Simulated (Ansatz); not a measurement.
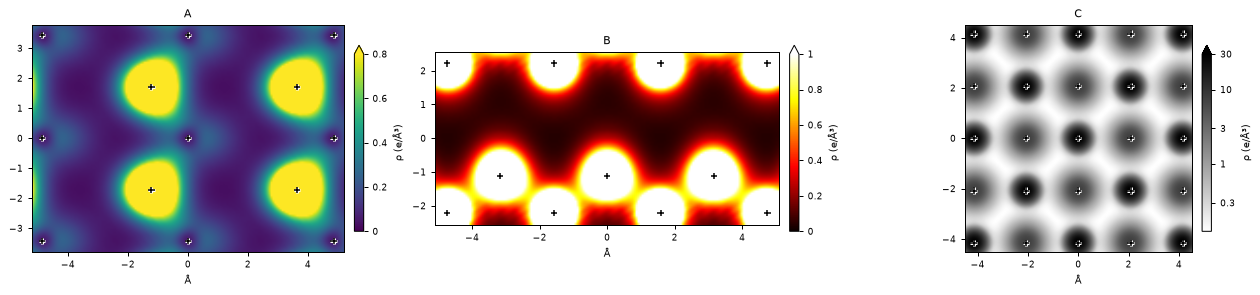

The valence pseudo-density of 3 systems, each on a plane through atoms (crosses mark nuclei in the plane).

All numbers below come from DFT, LDA, PAW with Ansatz's default frozen-core files, scalar-relativistic; relaxation of cell and atoms in Ansatz 0.2.0.

System 1: GaN, the (010) plane of the conventional cell. Space group I-4m2; a structure from a database of computed crystals, not necessarily the ambient phase; changed on purpose from its base cell (in-plane strain +0.005, out-of-plane length and atoms relaxed by PAW).

```
Ga N
1.0
     2.23884    2.23884    0.00000
    -2.23884    2.23884    0.00000
     0.00000    0.00000    4.43106
Ga N
2 2
Cartesian
  0.0000 0.0000 0.0000
  0.0000 2.2388 2.2155
  -1.1194 1.1194 3.3233
  1.1194 1.1194 1.1078
```

System 2: BeSe, the (011) plane of the conventional cell. Space group F-43m; computed pressure about 15 GPa in this cell.

```cif
data_structure
_symmetry_space_group_name_H-M 'P 1'
_symmetry_Int_Tables_number 1
_cell_length_a 4.8547
_cell_length_b 4.8547
_cell_length_c 4.8547
_cell_angle_alpha 90.000
_cell_angle_beta 90.000
_cell_angle_gamma 90.000
_cell_volume 114.42
loop_
_atom_site_label
_atom_site_type_symbol
_atom_site_fract_x
_atom_site_fract_y
_atom_site_fract_z
_atom_site_occupancy
Be1 Be 0.50000 0.50000 0.00000 1
Be2 Be 0.00000 0.50000 0.50000 1
Be3 Be 0.00000 0.00000 0.00000 1
Be4 Be 0.50000 0.00000 0.50000 1
Se1 Se 0.75000 0.75000 0.25000 1
Se2 Se 0.25000 0.75000 0.75000 1
Se3 Se 0.25000 0.25000 0.25000 1
Se4 Se 0.75000 0.25000 0.75000 1
```

System 3: MgO, the (001) plane of the conventional cell. Space group Fm-3m.

```yaml
crystal:
  lattice:
    - [4.15918, 0.00000, 0.00000]
    - [0.00000, 4.15918, 0.00000]
    - [0.00000, 0.00000, 4.15918]
  atoms:
    - { symbol: Mg, position: [0.50000, 0.00000, 0.50000] }
    - { symbol: Mg, position: [0.00000, 0.00000, 0.00000] }
    - { symbol: Mg, position: [0.00000, 0.50000, 0.50000] }
    - { symbol: Mg, position: [0.50000, 0.50000, 0.00000] }
    - { symbol: O, position: [0.00000, 0.00000, 0.50000] }
    - { symbol: O, position: [0.50000, 0.00000, 0.00000] }
    - { symbol: O, position: [0.50000, 0.50000, 0.50000] }
    - { symbol: O, position: [0.00000, 0.50000, 0.00000] }
```

**Match each panel to its system.**

Panel A is system 2, BeSe: the plane holds Be and Se. Be–Se (2.10 Å): the density is about 0.71 e/Å³ at the midpoint. Panel B is system 1, GaN: the plane holds Ga and N. Ga–N (1.93 Å): ρ at the midpoint is about 0.77 e/Å³. Panel C is system 3, MgO: the plane holds Mg and O. Mg–O (2.08 Å): the density is about 0.36 e/Å³ at the midpoint.
